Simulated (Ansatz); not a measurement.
**Two runs on Al**

System: Al (1 atom in the cell).
Method of the first run: DFT, PBE, plane waves, PAW, no spin polarisation (Ansatz 0.2.0).

The structure was made by a generator, so it may or may not be a known phase. Text and figures count atoms from 1; the logs count them from 0 in places.

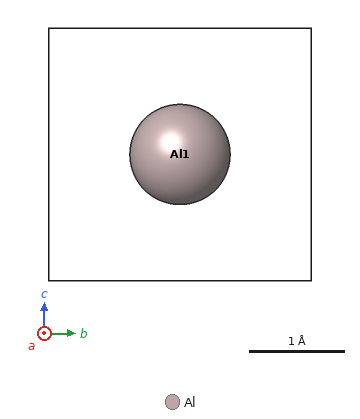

**Figure 1.** The starting structure (ball-and-stick view of the cell of the calculation, along the a axis; atoms are numbered from 1 in the order of the input). Near neighbours in the crystal (not all of them lie inside the picture): Al has 6 Al at 2.66 to 2.76 Å.

## Input file, the first run
```yaml
crystal:
  lattice:
    - [2.7630160418, 0.0, 0.0]
    - [0.0, 2.7630160418, 0.0]
    - [0.0, 0.0, 2.6608551303]
  atoms:
    - { symbol: Al, position: [0.5, 0.5, 0.5] }
basis:
  ecutwfc: "500 eV"
kpoints:
  mp_grid: { grid: [20, 20, 20] }
hamiltonian:
  xc: pbe
scf:
  occupations: { method: gaussian, width: 0.1 }
  mixing: { algorithm: broyden, beta: 0.5 }
output:
  forces: true
  eigenvalues: true
  stress: true
relax:
  adjacent_minimum: "off"
  f_tol: 0.01
  max_steps: 80
  cell: { stress_tol: 0.05 }
```

Launched with:
```bash
ansatz run input.yaml --threads 1 --pin off --max-ram 2048MiB --backend cpu --events-out ev --progress --plain --runs-dir out
```

Hardware: 1 thread of Intel Xeon (Sapphire Rapids), 64 GiB of memory available, shared host.

## Output, shortened to warnings, some set-up lines, iterations and results (the first run)
```
Basis set: ecut = 500 eV, 497 PW (Γ), exchange–correlation on 48×48×40 points (8 copies of the dense FFT grid, shifted against one another)
Symmetry: 16 space group operations
k-points: 726 of 8000
Initial density: superposition of atomic densities (neutral atoms: chi_scale 0, normalization atom), corrected by the library's trained network
[...]
SCF iter   1: F=—  HF=-537.124793 eV  |F-HF|=—  |Δ(HF+E_count)|=         —  Δρ=2.00e-3  dr2=1.20e-3  ethr=1.77e-3  ⟨swp⟩=4.6  Hψ=39266  notcnv=0
SCF iter   2: F=—  HF=-537.124639 eV  |F-HF|=—  |Δ(HF+E_count)|=   1.54e-4  Δρ=9.12e-4  dr2=2.43e-4  ethr=3.99e-5  ⟨swp⟩=1.0  Hψ=10164  notcnv=0  κ⁻¹=1.0e0(r=1)
SCF iter   3: F=—  HF=-537.124621 eV  |F-HF|=—  |Δ(HF+E_count)|=   1.78e-5  Δρ=7.21e-5  dr2=8.54e-7  ethr=8.09e-6  ⟨swp⟩=1.9  Hψ=5232  notcnv=0  κ⁻¹=7.6e-3(r=2)
SCF iter   4: F=—  HF=-537.124622 eV  |F-HF|=—  |Δ(HF+E_count)|=   7.49e-7  Δρ=2.58e-5  dr2=9.11e-8  ethr=3.33e-9  ⟨swp⟩=5.6  Hψ=22563  notcnv=0  κ⁻¹=1.4e-4(r=3)
SCF iter   5: F=-537.124622 eV  HF=-537.124622 eV  |F-HF|=1.12e-9  |Δ(HF+E_count)|=   1.44e-7  Δρ=3.77e-6  dr2=3.78e-9  ethr=3.04e-9  ⟨swp⟩=2.3  Hψ=13958  notcnv=0
[... 15 lines ...]
SCF iter   1: F=—  HF=-537.132634 eV  |F-HF|=—  |Δ(HF+E_count)|=         —  Δρ=8.40e-6  dr2=7.92e-9  ethr=5.89e-9  ⟨swp⟩=3.1  Hψ=52670  notcnv=0
SCF iter   2: F=—  HF=-537.132634 eV  |F-HF|=—  |Δ(HF+E_count)|=   2.74e-8  Δρ=3.75e-6  dr2=8.21e-10  ethr=2.64e-10  ⟨swp⟩=1.0  Hψ=4356  notcnv=0  κ⁻¹=1.0e0(r=1)
SCF iter   3: F=-537.132634 eV  HF=-537.132634 eV  |F-HF|=7.27e-10  |Δ(HF+E_count)|=   9.07e-9  Δρ=9.23e-7  dr2=7.29e-12  ethr=1.00e-12  ⟨swp⟩=3.6  Hψ=14505  notcnv=0
SCF 4 converged in 3 iterations: F = -537.132634 eV  dr2 = 7.29e-12
relax step   4: F+E_penalty+E_count = -537.13263385 eV  Δ(F+E_penalty+E_count) = +5.569e-7 eV  max|allowed force component| = 0.000e0 eV/Å  Δτ_max = 0.0000 Å  P = -0.037 GPa  …
basis re-selected at this cell: Δ(F+E_penalty+E_count) = +5.569e-7 eV, ΔP = +0.000 GPa vs the last step (what re-selecting the basis moved, of the pressure what is left beyond the Pulay correction that the steps carried, after the strain that the cell walked since its last selection, with what the …
SCF converged after 3 iterations
Stability not checked: this state was not tested for a lower state beside it, because the mixer in use, unlike msr1, does not test its closes by its own steps (another_mixer; see scf.mixing.algorithm and scf.lower_state_search)
Free energy (F): -537.132634 eV
Harris-Foulkes:  -537.132634 eV  (|F-HF|=7.27e-10)
Internal energy: -537.130604 eV  (E = F + TS)
E sigma→0 (E₀):  -537.131619 eV
Entropy (-TS):   -0.002030 eV (-2.030 meV/atom)
Fermi energy:    5.586083 eV
--- Per-component energies (eV) ---
  E_band       = 5.629258
  E_kinetic    = 20.869993
  E_local      = 4.326559  (includes V_loc(G=0)·N_el)
  E_nonlocal   = 10.883989
  E_hartree    = 0.435098
  E_xc         = -38.735286
  E_vxc        = -27.612814  (∫ρ·V_xc dr)
  E_paw        = -467.376539  (= ΣΔE_a)
  E_vpaw       = -3.708665  (= ΣTr[D̂ρ^β])
  E_aug_tail   = -0.000001  (compensation charges beyond the density's cutoff)
  E_ewald      = -67.534418
  E_smearing   = -0.002030  (= −TS)
  E_closure    = 0.000000  (closes the sum)
  Σ components = -537.132634   (vs F -537.132634, Δ=0.00e0)
--- Forces (eV/Å), atoms counted from 1 ---
  atom   1  Al     0.00000000     0.00000000     0.00000000
  max |Σ_I F_I| component: 4.93e-32 eV/Å
--- Stress (GPa, compression-positive) ---
       -0.037230       0.000000       0.000000
        0.000000      -0.037230       0.000000
        0.000000       0.000000      -0.037523
  P = ⅓ Tr σ = -0.0373 GPa (-0.373 kbar)
--- Relaxed structure (3 steps of the walk, 3 accepted, 1 SCFs on fresh bases) ---
  F+E_penalty+E_count = -537.13263385 eV   max|allowed force component| = 0.000e0 eV/Å   (the final SCF, on the basis selected at the relaxed cell)
  cell:  # Å, volume = 20.1759 Å³
    - [2.722348335229296, 4.87567280080497e-35, 0.0]
    - [4.87567280080497e-35, 2.722348335229296, 0.0]
[...]
```

For the second run the input was changed thus:
```diff
-  ecutwfc: "500 eV"
+  ecutwfc: 420
-  mixing: { algorithm: broyden, beta: 0.5 }
+  write_density: true
+  write_potential: true
+  elf: true
+  volumetric_format: npy
```

Predict how the results change.

The free energy of the second run is 0.46 meV per atom higher, which comes mainly from the change of cutoff or grids; a solver setting shouldn't move a converged energy. More plane waves can only lower the energy of a fixed Hamiltonian, so the higher cutoff gives the lower value. The SCF takes 27 iterations over all geometry steps against 17.

## Output, shortened to warnings, some set-up lines, iterations and results (the second run)
```
Basis set: ecut = 420 eV, 421 PW (Γ), exchange–correlation on 40×40×36 points (8 copies of the dense FFT grid, shifted against one another)
Symmetry: 16 space group operations
k-points: 726 of 8000
Initial density: superposition of atomic densities (neutral atoms: chi_scale 0, normalization atom), corrected by the library's trained network
[...]
SCF iter   1: F=—  HF=-537.124336 eV  |F-HF|=—  |Δ(HF+E_count)|=         —  Δρ=1.98e-3  dr2=1.18e-3  ethr=1.77e-3  ⟨swp⟩=4.7  Hψ=39065  notcnv=0
SCF iter   2: F=—  HF=-537.124172 eV  |F-HF|=—  |Δ(HF+E_count)|=   1.64e-4  Δρ=9.18e-4  dr2=2.47e-4  ethr=3.94e-5  ⟨swp⟩=1.0  Hψ=10164  notcnv=0
SCF iter   3: F=—  HF=-537.124152 eV  |F-HF|=—  |Δ(HF+E_count)|=   1.99e-5  Δρ=4.88e-5  dr2=4.90e-7  ethr=8.24e-6  ⟨swp⟩=1.9  Hψ=5396  notcnv=0
SCF iter   4: F=—  HF=-537.124179 eV  |F-HF|=—  |Δ(HF+E_count)|=   2.74e-5  Δρ=1.77e-5  dr2=5.04e-8  ethr=1.63e-8  ⟨swp⟩=2.1  Hψ=5532  notcnv=0
SCF iter   5: F=-537.124179 eV  HF=-537.124179 eV  |F-HF|=7.69e-10  |Δ(HF+E_count)|=   3.92e-8  Δρ=2.84e-6  dr2=2.17e-9  ethr=1.68e-9  ⟨swp⟩=2.2  Hψ=5393  notcnv=0
[... 29 lines ...]
SCF iter   2: F=—  HF=-537.132179 eV  |F-HF|=—  |Δ(HF+E_count)|=   2.80e-5  Δρ=1.35e-6  dr2=2.17e-10  ethr=4.26e-11  ⟨swp⟩=2.6  Hψ=6307  notcnv=0
SCF iter   3: F=—  HF=-537.132179 eV  |F-HF|=—  |Δ(HF+E_count)|=  9.92e-11  Δρ=8.13e-7  dr2=7.67e-11  ethr=7.23e-12  ⟨swp⟩=1.0  Hψ=4356  notcnv=0
SCF iter   4: F=-537.132179 eV  HF=-537.132179 eV  |F-HF|=1.14e-13  |Δ(HF+E_count)|=  6.31e-11  Δρ=2.24e-8  dr2=1.04e-13  ethr=1.00e-12  ⟨swp⟩=2.8  Hψ=14108  notcnv=0
SCF 6 converged in 4 iterations: F = -537.132179 eV  dr2 = 1.04e-13
relax step   6: F+E_penalty+E_count = -537.13217882 eV  Δ(F+E_penalty+E_count) = +7.830e-6 eV  max|allowed force component| = 0.000e0 eV/Å  Δτ_max = 0.0000 Å  P = +0.014 GPa  …
basis re-selected at this cell: Δ(F+E_penalty+E_count) = +7.830e-6 eV, ΔP = -0.001 GPa vs the last step (what re-selecting the basis moved, of the pressure what is left beyond the Pulay correction that the steps carried, after the strain that the cell walked since its last selection, with what the …
SCF converged after 4 iterations
Free energy (F): -537.132179 eV
Harris-Foulkes:  -537.132179 eV  (|F-HF|=1.14e-13)
Internal energy: -537.130150 eV  (E = F + TS)
E sigma→0 (E₀):  -537.131164 eV
Entropy (-TS):   -0.002029 eV (-2.029 meV/atom)
Fermi energy:    5.593629 eV
--- Per-component energies (eV) ---
  E_band       = 5.646753
  E_kinetic    = 20.879949
  E_local      = 4.340029  (includes V_loc(G=0)·N_el)
  E_nonlocal   = 10.886278
  E_hartree    = 0.434288
  E_xc         = -38.740007
  E_vxc        = -27.619437  (∫ρ·V_xc dr)
  E_paw        = -467.376571  (= ΣΔE_a)
  E_vpaw       = -3.708641  (= ΣTr[D̂ρ^β])
  E_aug_tail   = -0.000002  (compensation charges beyond the density's cutoff)
  E_ewald      = -67.554115
  E_smearing   = -0.002029  (= −TS)
  E_closure    = -0.000000  (closes the sum)
  Σ components = -537.132179   (vs F -537.132179, Δ=0.00e0)
--- Forces (eV/Å), atoms counted from 1 ---
  atom   1  Al     0.00000000    -0.00000000     0.00000000
  max |Σ_I F_I| component: 3.45e-31 eV/Å
--- Stress (GPa, compression-positive) ---
        0.016196       0.000000       0.000000
        0.000000       0.016196       0.000000
        0.000000       0.000000       0.008810
  P = ⅓ Tr σ = 0.0137 GPa (0.137 kbar)
--- Relaxed structure (4 steps of the walk, 4 accepted, 2 SCFs on fresh bases) ---
  F+E_penalty+E_count = -537.13217882 eV   max|allowed force component| = 0.000e0 eV/Å   (the final SCF, on the basis selected at the relaxed cell)
  cell:  # Å, volume = 20.1582 Å³
    - [2.7215040803589994, 0.0, 0.0]
    - [0.0, 2.7215040803589994, 0.0]
    - [0.0, 0.0, 2.7216618073964325]
  atoms:
    - { symbol: Al, position: [0.5, 0.5, 0.5] }
```

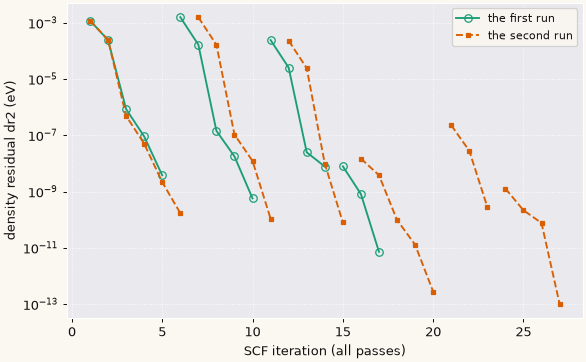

**Figure 2.** Convergence of the two runs: density residual dr2 against the SCF iteration. A break in a curve parts two SCF passes. The first run takes 17 iterations in all, and the second run takes 27.

## The two runs side by side

| quantity | the first run | the second run |
| --- | --- | --- |
| outcome | converged | converged |
| free energy per atom (eV) | −537.1326 | −537.1322 |
| energy per atom, smearing taken to zero (eV) | −537.1316 | −537.1312 |
| gap on the mesh (eV) | 0.00 | 0.00 |
| pressure (GPa) | −0.04 | 0.01 |
| volume per atom (Å³) | 20.18 | 20.16 |
| largest force (eV/Å) | 0.000 | 0.000 |
| SCF iterations | 17 | 27 |
| irreducible k-points | 726 | 726 |
| wall time (shared host) | 22 s | 28 s |
